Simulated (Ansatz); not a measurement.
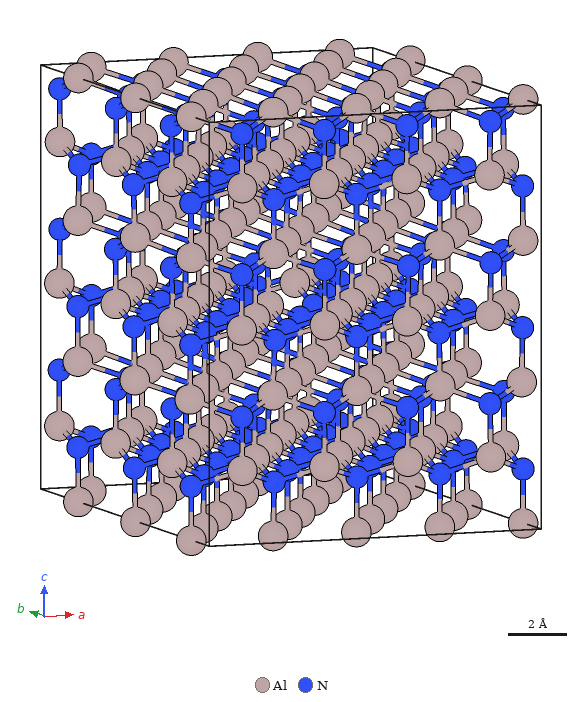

The structure as given in the input (ball-and-stick view of the cell of the calculation, seen slightly off an axis).

# Al$_{143}$N$_{144}$: geometry relaxation

Al$_{143}$N$_{144}$ (defect cell, 287 atoms in the cell), set up with DFT, PBEsol, PAW, plane waves (Ansatz 0.2.0).

Input file
```yaml
crystal:
  lattice:
    - [12.455264, 0.000000, 0.000000]
    - [0.000000, 16.179862, 0.000000]
    - [0.000000, 0.000000, 14.950586]
  atoms:
    - { symbol: Al, position: [0.126692, 0.054161, 0.165992] }
    - { symbol: Al, position: [0.123986, 0.052804, 0.497582] }
    - { symbol: Al, position: [0.126834, 0.055241, 0.832510] }
    - { symbol: Al, position: [0.001091, 0.223231, 0.166671] }
    - { symbol: Al, position: [0.002477, 0.222888, 0.498762] }
    - { symbol: Al, position: [0.999758, 0.221205, 0.830107] }
    - { symbol: Al, position: [0.374895, 0.055701, 0.165040] }
    - { symbol: Al, position: [0.376649, 0.056628, 0.498650] }
    - { symbol: Al, position: [0.373949, 0.055698, 0.832217] }
    - { symbol: Al, position: [0.250017, 0.223025, 0.165809] }
    - { symbol: Al, position: [0.249992, 0.220336, 0.498054] }
    - { symbol: Al, position: [0.250019, 0.221456, 0.833480] }
    - { symbol: Al, position: [0.127593, 0.389553, 0.163000] }
    - { symbol: Al, position: [0.124588, 0.388905, 0.496755] }
    - { symbol: Al, position: [0.123426, 0.386804, 0.831495] }
    - { symbol: Al, position: [0.000866, 0.558006, 0.167152] }
    - { symbol: Al, position: [0.999948, 0.554929, 0.496864] }
    - { symbol: Al, position: [0.001308, 0.554664, 0.832271] }
    - { symbol: Al, position: [0.627117, 0.056711, 0.166434] }
    - { symbol: Al, position: [0.624148, 0.055647, 0.497942] }
    - { symbol: Al, position: [0.621996, 0.054748, 0.833796] }
    - { symbol: Al, position: [0.501310, 0.224031, 0.163708] }
    - { symbol: Al, position: [0.498634, 0.221742, 0.498446] }
    - { symbol: Al, position: [0.499827, 0.223328, 0.831102] }
    - { symbol: Al, position: [0.374346, 0.387625, 0.165880] }
    - { symbol: Al, position: [0.375636, 0.387198, 0.499624] }
    - { symbol: Al, position: [0.376735, 0.389619, 0.832523] }
    - { symbol: Al, position: [0.252282, 0.555116, 0.165265] }
    - { symbol: Al, position: [0.251391, 0.556876, 0.499193] }
    - { symbol: Al, position: [0.248814, 0.555024, 0.832685] }
    - { symbol: Al, position: [0.124849, 0.721648, 0.166506] }
    - { symbol: Al, position: [0.126164, 0.721883, 0.498385] }
    - { symbol: Al, position: [0.127121, 0.722719, 0.829605] }
    - { symbol: Al, position: [0.999969, 0.889135, 0.163386] }
    - { symbol: Al, position: [0.999610, 0.888573, 0.500084] }
    - { symbol: Al, position: [0.001231, 0.888235, 0.833640] }
    - { symbol: Al, position: [0.875197, 0.053168, 0.167356] }
    - { symbol: Al, position: [0.873838, 0.055155, 0.501211] }
    - { symbol: Al, position: [0.872837, 0.056794, 0.832336] }
    - { symbol: Al, position: [0.749950, 0.222006, 0.165734] }
    - { symbol: Al, position: [0.748408, 0.222883, 0.499057] }
    - { symbol: Al, position: [0.750501, 0.221155, 0.831765] }
    - { symbol: Al, position: [0.621564, 0.387240, 0.168677] }
    - { symbol: Al, position: [0.625033, 0.386420, 0.496771] }
    - { symbol: Al, position: [0.624321, 0.390176, 0.833461] }
    - { symbol: Al, position: [0.498957, 0.554497, 0.167124] }
    - { symbol: Al, position: [0.498873, 0.555118, 0.831770] }
    - { symbol: Al, position: [0.375830, 0.722908, 0.164340] }
    - { symbol: Al, position: [0.373274, 0.722107, 0.499275] }
    - { symbol: Al, position: [0.373951, 0.721353, 0.831263] }
    - { symbol: Al, position: [0.249808, 0.890422, 0.165427] }
    - { symbol: Al, position: [0.250295, 0.888835, 0.497431] }
    - { symbol: Al, position: [0.252132, 0.890461, 0.831361] }
    - { symbol: Al, position: [0.871552, 0.389861, 0.164362] }
    - { symbol: Al, position: [0.874045, 0.389398, 0.501185] }
    - { symbol: Al, position: [0.875147, 0.387707, 0.831355] }
    - { symbol: Al, position: [0.750353, 0.553816, 0.164493] }
    - { symbol: Al, position: [0.749731, 0.555541, 0.499651] }
    - { symbol: Al, position: [0.748372, 0.556530, 0.831768] }
    - { symbol: Al, position: [0.623225, 0.724350, 0.166477] }
    - { symbol: Al, position: [0.624326, 0.721845, 0.498987] }
    - { symbol: Al, position: [0.625923, 0.723055, 0.831796] }
    - { symbol: Al, position: [0.504369, 0.887208, 0.165560] }
    - { symbol: Al, position: [0.499018, 0.889583, 0.498871] }
    - { symbol: Al, position: [0.501476, 0.889576, 0.829837] }
    - { symbol: Al, position: [0.877456, 0.722832, 0.164880] }
    - { symbol: Al, position: [0.875076, 0.722697, 0.500233] }
    - { symbol: Al, position: [0.873603, 0.722620, 0.832577] }
    - { symbol: Al, position: [0.751645, 0.889537, 0.167347] }
    - { symbol: Al, position: [0.752044, 0.890811, 0.497557] }
    - { symbol: Al, position: [0.749861, 0.889397, 0.830484] }
    - { symbol: Al, position: [0.998312, 0.112701, 0.331327] }
    - { symbol: Al, position: [0.001756, 0.111354, 0.665465] }
    - { symbol: Al, position: [0.002202, 0.111841, 0.998120] }
    - { symbol: Al, position: [0.246200, 0.109988, 0.331282] }
    - { symbol: Al, position: [0.249832, 0.111327, 0.664732] }
    - { symbol: Al, position: [0.248511, 0.111238, 0.999141] }
    - { symbol: Al, position: [0.124770, 0.277117, 0.330838] }
    - { symbol: Al, position: [0.122021, 0.278317, 0.662848] }
    - { symbol: Al, position: [0.123529, 0.279729, 0.000058] }
    - { symbol: Al, position: [0.000670, 0.443685, 0.331875] }
    - { symbol: Al, position: [0.001609, 0.443401, 0.668487] }
    - { symbol: Al, position: [0.002351, 0.442713, 0.997784] }
    - { symbol: Al, position: [0.501497, 0.112443, 0.331317] }
    - { symbol: Al, position: [0.500825, 0.111385, 0.664543] }
    - { symbol: Al, position: [0.498776, 0.109665, 0.998339] }
    - { symbol: Al, position: [0.375829, 0.278061, 0.333293] }
    - { symbol: Al, position: [0.373042, 0.279707, 0.665637] }
    - { symbol: Al, position: [0.375645, 0.276478, 0.997744] }
    - { symbol: Al, position: [0.251062, 0.444899, 0.331304] }
    - { symbol: Al, position: [0.247901, 0.444866, 0.664207] }
    - { symbol: Al, position: [0.249614, 0.444588, 0.000820] }
    - { symbol: Al, position: [0.125522, 0.610551, 0.331433] }
    - { symbol: Al, position: [0.122903, 0.611588, 0.667587] }
    - { symbol: Al, position: [0.125263, 0.610091, 0.998918] }
    - { symbol: Al, position: [0.998267, 0.776695, 0.330723] }
    - { symbol: Al, position: [0.998195, 0.775884, 0.663429] }
    - { symbol: Al, position: [0.000624, 0.777846, 0.999402] }
    - { symbol: Al, position: [0.751907, 0.110892, 0.332207] }
    - { symbol: Al, position: [0.751134, 0.112911, 0.664150] }
    - { symbol: Al, position: [0.749924, 0.109389, 0.000426] }
    - { symbol: Al, position: [0.624415, 0.276470, 0.330886] }
    - { symbol: Al, position: [0.625943, 0.275850, 0.666226] }
    - { symbol: Al, position: [0.625786, 0.279448, 0.000330] }
    - { symbol: Al, position: [0.500599, 0.443596, 0.331641] }
    - { symbol: Al, position: [0.497899, 0.446393, 0.665043] }
    - { symbol: Al, position: [0.499250, 0.443448, 0.998915] }
    - { symbol: Al, position: [0.374841, 0.612187, 0.330567] }
    - { symbol: Al, position: [0.377032, 0.610419, 0.666060] }
    - { symbol: Al, position: [0.377224, 0.611721, 0.997674] }
    - { symbol: Al, position: [0.248280, 0.775332, 0.335557] }
    - { symbol: Al, position: [0.251358, 0.779219, 0.664061] }
    - { symbol: Al, position: [0.251712, 0.776875, 0.999681] }
    - { symbol: Al, position: [0.123805, 0.942778, 0.333956] }
    - { symbol: Al, position: [0.124369, 0.945571, 0.666593] }
    - { symbol: Al, position: [0.123194, 0.943118, 0.997758] }
    - { symbol: Al, position: [0.874420, 0.278838, 0.330844] }
    - { symbol: Al, position: [0.877427, 0.277276, 0.665398] }
    - { symbol: Al, position: [0.875811, 0.278038, 0.998629] }
    - { symbol: Al, position: [0.751892, 0.443215, 0.330802] }
    - { symbol: Al, position: [0.750526, 0.446735, 0.667029] }
    - { symbol: Al, position: [0.749096, 0.444480, 0.998140] }
    - { symbol: Al, position: [0.624944, 0.610175, 0.333428] }
    - { symbol: Al, position: [0.625553, 0.608970, 0.666772] }
    - { symbol: Al, position: [0.626234, 0.609380, 0.999832] }
    - { symbol: Al, position: [0.498941, 0.776630, 0.333593] }
    - { symbol: Al, position: [0.502691, 0.776386, 0.665907] }
    - { symbol: Al, position: [0.499534, 0.778504, 0.998443] }
    - { symbol: Al, position: [0.377033, 0.945668, 0.333043] }
    - { symbol: Al, position: [0.377625, 0.945758, 0.663827] }
    - { symbol: Al, position: [0.372792, 0.946488, 0.998431] }
    - { symbol: Al, position: [0.875439, 0.610646, 0.331341] }
    - { symbol: Al, position: [0.874389, 0.613258, 0.666196] }
    - { symbol: Al, position: [0.872909, 0.610423, 0.998304] }
    - { symbol: Al, position: [0.749726, 0.780630, 0.333452] }
    - { symbol: Al, position: [0.748910, 0.776510, 0.664461] }
    - { symbol: Al, position: [0.752914, 0.777539, 0.999199] }
    - { symbol: Al, position: [0.626235, 0.943500, 0.330704] }
    - { symbol: Al, position: [0.627961, 0.945133, 0.666698] }
    - { symbol: Al, position: [0.625882, 0.944713, 0.000645] }
    - { symbol: Al, position: [0.874818, 0.943370, 0.334035] }
    - { symbol: Al, position: [0.875299, 0.942421, 0.668357] }
    - { symbol: Al, position: [0.872504, 0.944523, 0.997812] }
    - { symbol: N, position: [0.999839, 0.107569, 0.126919] }
    - { symbol: N, position: [0.000344, 0.111270, 0.459971] }
    - { symbol: N, position: [0.999779, 0.110088, 0.794473] }
    - { symbol: N, position: [0.251803, 0.111272, 0.126305] }
    - { symbol: N, position: [0.253611, 0.110538, 0.460600] }
    - { symbol: N, position: [0.250925, 0.111487, 0.792415] }
    - { symbol: N, position: [0.125692, 0.279254, 0.123512] }
    - { symbol: N, position: [0.127720, 0.275383, 0.461445] }
    - { symbol: N, position: [0.124931, 0.278709, 0.792301] }
    - { symbol: N, position: [0.000111, 0.445375, 0.124298] }
    - { symbol: N, position: [0.998278, 0.443812, 0.457872] }
    - { symbol: N, position: [0.995735, 0.442648, 0.793325] }
    - { symbol: N, position: [0.501954, 0.112129, 0.127801] }
    - { symbol: N, position: [0.500391, 0.110844, 0.459243] }
    - { symbol: N, position: [0.499027, 0.110071, 0.795022] }
    - { symbol: N, position: [0.376140, 0.277487, 0.125358] }
    - { symbol: N, position: [0.376300, 0.278622, 0.458149] }
    - { symbol: N, position: [0.376363, 0.276404, 0.791823] }
    - { symbol: N, position: [0.247806, 0.444468, 0.126355] }
    - { symbol: N, position: [0.247671, 0.444252, 0.459702] }
    - { symbol: N, position: [0.249759, 0.445615, 0.791479] }
    - { symbol: N, position: [0.130469, 0.610543, 0.124768] }
    - { symbol: N, position: [0.125117, 0.610179, 0.460716] }
    - { symbol: N, position: [0.124040, 0.611998, 0.794019] }
    - { symbol: N, position: [0.999523, 0.778722, 0.127993] }
    - { symbol: N, position: [0.998192, 0.776177, 0.460624] }
    - { symbol: N, position: [0.003759, 0.778142, 0.793813] }
    - { symbol: N, position: [0.751117, 0.110986, 0.124706] }
    - { symbol: N, position: [0.748020, 0.110904, 0.458184] }
    - { symbol: N, position: [0.750453, 0.110865, 0.794789] }
    - { symbol: N, position: [0.624789, 0.276680, 0.125493] }
    - { symbol: N, position: [0.624096, 0.275756, 0.461243] }
    - { symbol: N, position: [0.626652, 0.276617, 0.791702] }
    - { symbol: N, position: [0.501630, 0.446415, 0.126429] }
    - { symbol: N, position: [0.498289, 0.444436, 0.459968], spin: 0.75 }
    - { symbol: N, position: [0.500316, 0.441251, 0.793772] }
    - { symbol: N, position: [0.373275, 0.612160, 0.126350] }
    - { symbol: N, position: [0.372696, 0.611957, 0.460400], spin: 0.75 }
    - { symbol: N, position: [0.375105, 0.613106, 0.792402] }
    - { symbol: N, position: [0.249720, 0.777676, 0.124312] }
    - { symbol: N, position: [0.246939, 0.775379, 0.463029] }
    - { symbol: N, position: [0.249232, 0.778306, 0.791394] }
    - { symbol: N, position: [0.123499, 0.945371, 0.124696] }
    - { symbol: N, position: [0.124859, 0.944432, 0.458522] }
    - { symbol: N, position: [0.122772, 0.941933, 0.792530] }
    - { symbol: N, position: [0.875532, 0.276692, 0.127765] }
    - { symbol: N, position: [0.875325, 0.276411, 0.460029] }
    - { symbol: N, position: [0.874920, 0.277576, 0.793267] }
    - { symbol: N, position: [0.751010, 0.443052, 0.123970] }
    - { symbol: N, position: [0.749576, 0.445077, 0.460686] }
    - { symbol: N, position: [0.750523, 0.443853, 0.794339] }
    - { symbol: N, position: [0.623219, 0.611028, 0.125930] }
    - { symbol: N, position: [0.624828, 0.613218, 0.460306], spin: 0.75 }
    - { symbol: N, position: [0.622430, 0.612722, 0.794805] }
    - { symbol: N, position: [0.501295, 0.778019, 0.126251] }
    - { symbol: N, position: [0.501142, 0.778869, 0.459446] }
    - { symbol: N, position: [0.499741, 0.777195, 0.791469] }
    - { symbol: N, position: [0.374061, 0.944633, 0.126433] }
    - { symbol: N, position: [0.376663, 0.941904, 0.459195] }
    - { symbol: N, position: [0.373931, 0.943982, 0.793133] }
    - { symbol: N, position: [0.875538, 0.611288, 0.125282] }
    - { symbol: N, position: [0.873416, 0.612354, 0.459947] }
    - { symbol: N, position: [0.873155, 0.610655, 0.793304] }
    - { symbol: N, position: [0.748932, 0.779293, 0.125023] }
    - { symbol: N, position: [0.747970, 0.777722, 0.459489] }
    - { symbol: N, position: [0.750420, 0.776314, 0.792436] }
    - { symbol: N, position: [0.626540, 0.942481, 0.125347] }
    - { symbol: N, position: [0.624153, 0.943254, 0.458679] }
    - { symbol: N, position: [0.624993, 0.943298, 0.796784] }
    - { symbol: N, position: [0.874333, 0.946884, 0.126912] }
    - { symbol: N, position: [0.873880, 0.943991, 0.461163] }
    - { symbol: N, position: [0.877296, 0.943078, 0.793691] }
    - { symbol: N, position: [0.126696, 0.056664, 0.291963] }
    - { symbol: N, position: [0.124544, 0.053077, 0.628468] }
    - { symbol: N, position: [0.125948, 0.055251, 0.960555] }
    - { symbol: N, position: [0.000234, 0.221840, 0.294361] }
    - { symbol: N, position: [0.999025, 0.222548, 0.626624] }
    - { symbol: N, position: [0.997759, 0.221593, 0.962128] }
    - { symbol: N, position: [0.374600, 0.055562, 0.292817] }
    - { symbol: N, position: [0.376085, 0.055901, 0.629807] }
    - { symbol: N, position: [0.375365, 0.057157, 0.958083] }
    - { symbol: N, position: [0.249393, 0.224743, 0.292888] }
    - { symbol: N, position: [0.249845, 0.220911, 0.626308] }
    - { symbol: N, position: [0.247826, 0.223944, 0.961028] }
    - { symbol: N, position: [0.126057, 0.387939, 0.294825] }
    - { symbol: N, position: [0.124983, 0.386100, 0.625130] }
    - { symbol: N, position: [0.125810, 0.386213, 0.959688] }
    - { symbol: N, position: [0.001358, 0.555742, 0.294460] }
    - { symbol: N, position: [0.999543, 0.555698, 0.625425] }
    - { symbol: N, position: [0.000985, 0.553714, 0.958089] }
    - { symbol: N, position: [0.625034, 0.055700, 0.294588] }
    - { symbol: N, position: [0.627553, 0.054180, 0.628204] }
    - { symbol: N, position: [0.623528, 0.055269, 0.959411] }
    - { symbol: N, position: [0.500692, 0.222093, 0.294788] }
    - { symbol: N, position: [0.500357, 0.221704, 0.625927] }
    - { symbol: N, position: [0.497387, 0.221477, 0.959865] }
    - { symbol: N, position: [0.374904, 0.387498, 0.292062] }
    - { symbol: N, position: [0.372885, 0.389759, 0.626903] }
    - { symbol: N, position: [0.371922, 0.387884, 0.959376] }
    - { symbol: N, position: [0.248085, 0.556674, 0.291898] }
    - { symbol: N, position: [0.248510, 0.554416, 0.627124] }
    - { symbol: N, position: [0.250885, 0.555733, 0.960510] }
    - { symbol: N, position: [0.125232, 0.722975, 0.294007] }
    - { symbol: N, position: [0.122792, 0.723731, 0.625443] }
    - { symbol: N, position: [0.124272, 0.723137, 0.958085] }
    - { symbol: N, position: [0.999874, 0.890229, 0.295199] }
    - { symbol: N, position: [0.001067, 0.887753, 0.627693] }
    - { symbol: N, position: [0.999809, 0.887012, 0.959169] }
    - { symbol: N, position: [0.874718, 0.057049, 0.292998] }
    - { symbol: N, position: [0.877271, 0.056522, 0.625445] }
    - { symbol: N, position: [0.874585, 0.055319, 0.959126] }
    - { symbol: N, position: [0.751046, 0.222945, 0.291715] }
    - { symbol: N, position: [0.750698, 0.221618, 0.628854] }
    - { symbol: N, position: [0.748578, 0.222689, 0.961651] }
    - { symbol: N, position: [0.623643, 0.388935, 0.292540] }
    - { symbol: N, position: [0.626689, 0.387932, 0.626468] }
    - { symbol: N, position: [0.625592, 0.389622, 0.957618] }
    - { symbol: N, position: [0.499202, 0.555389, 0.292920] }
    - { symbol: N, position: [0.499813, 0.555903, 0.625592], spin: 0.75 }
    - { symbol: N, position: [0.501271, 0.555259, 0.960230] }
    - { symbol: N, position: [0.373805, 0.721491, 0.292659] }
    - { symbol: N, position: [0.371817, 0.721297, 0.628639] }
    - { symbol: N, position: [0.375713, 0.721357, 0.958641] }
    - { symbol: N, position: [0.248767, 0.888543, 0.291931] }
    - { symbol: N, position: [0.248556, 0.885989, 0.626573] }
    - { symbol: N, position: [0.252307, 0.889248, 0.960285] }
    - { symbol: N, position: [0.873009, 0.389092, 0.291496] }
    - { symbol: N, position: [0.876270, 0.390530, 0.626103] }
    - { symbol: N, position: [0.874628, 0.390267, 0.959899] }
    - { symbol: N, position: [0.746895, 0.557735, 0.294449] }
    - { symbol: N, position: [0.747299, 0.554229, 0.624256] }
    - { symbol: N, position: [0.752676, 0.555471, 0.957623] }
    - { symbol: N, position: [0.626790, 0.720885, 0.295623] }
    - { symbol: N, position: [0.624746, 0.723321, 0.626083] }
    - { symbol: N, position: [0.625839, 0.722079, 0.960824] }
    - { symbol: N, position: [0.498396, 0.887696, 0.292790] }
    - { symbol: N, position: [0.497454, 0.888044, 0.628195] }
    - { symbol: N, position: [0.500085, 0.888208, 0.960844] }
    - { symbol: N, position: [0.872708, 0.720506, 0.293620] }
    - { symbol: N, position: [0.873920, 0.721595, 0.625808] }
    - { symbol: N, position: [0.877748, 0.723776, 0.959482] }
    - { symbol: N, position: [0.750827, 0.890007, 0.291825] }
    - { symbol: N, position: [0.748852, 0.887218, 0.624832] }
    - { symbol: N, position: [0.751412, 0.887383, 0.960951] }
  symmetry: { detect: false }
kpoints:
  mp_grid: { grid: [1, 1, 1], shift: [0.25, 0.25, 0.25] }
hamiltonian:
  xc: pbesol
magnetization:
  spin_polarized: true
scf:
  occupations: { method: fermi_dirac, width: 0.01 }
relax:
  f_tol: 0.03
  max_steps: 80
  escape_saddle: false
  adjacent_minimum: "off"
output:
  forces: true
  eigenvalues: true
  populations: true
```

Launch command:
```bash
ansatz run in.yaml --threads 8 --pin off --max-ram 76000MiB --runs-dir r --events-out ev --progress --plain --backend cuda --devices 0,
```

Log
```
Pseudopotentials: kind: paw
Functional definition: PBEsol
  exchange = pbesol_x
  correlation = pbesol_c
Crystal: 287 atoms, lattice volume = 3012.909 Å³
Basis set: ecut = 420 eV, 58895 PW (Γ), exchange–correlation on 180×240×200 points (8 copies of the dense FFT grid, shifted against one another)
Bands: 863, of which v1, the nominal top of the filled ones, is band 575 counted from 1 (574 counted from 0)
Symmetry: 1 space group operations
k-points: 1
Non-local potential: Al, projectors of the file, l = 0: 2, l = 1: 2, l = 2: 1
Non-local potential: N, projectors of the file, l = 0: 2, l = 1: 2, l = 2: 1
PAW form: soft (Blöchl's): semilocal exchange-correlation on the pseudo side does not see the compensation charge
PAW frozen core: Al, regenerated for the run's functional, and the local potential with it (the file was generated under x = pbe(κ = 0.804, μ = 0.2195149727645171), c = pbe(β = 0.06672455060314922))
PAW frozen core: N, regenerated for the run's functional, and the local potential with it (the file was generated under x = pbe(κ = 0.804, μ = 0.2195149727645171), c = pbe(β = 0.06672455060314922))
PAW one-centre angular grid: Al, 110 points (default); XC on 64 Gauss nodes
PAW one-centre angular grid: N, 110 points (default); XC on 64 Gauss nodes
Initial density: superposition of atomic densities (chi_scale 0.1, normalization cell, long waves kept (reshape's long-wave potential 0.17 eV rms))
Starting moments: Σ|m| = 3 μB on 4 of 287 sites
Initial wavefunctions: pseudopotential atomic-orbital guess
Functional: x = pbesol(κ = 0.804, μ = 0.12345679012345678), c = pbesol(β = 0.046)
```

What the run reported

- outcome: refused by the program
- hardware: 1 × NVIDIA GB300 Max-Q, 8 threads of Arm Neoverse-V2, 80 GiB of memory available, shared host

Diagnosis

The program refused the input.
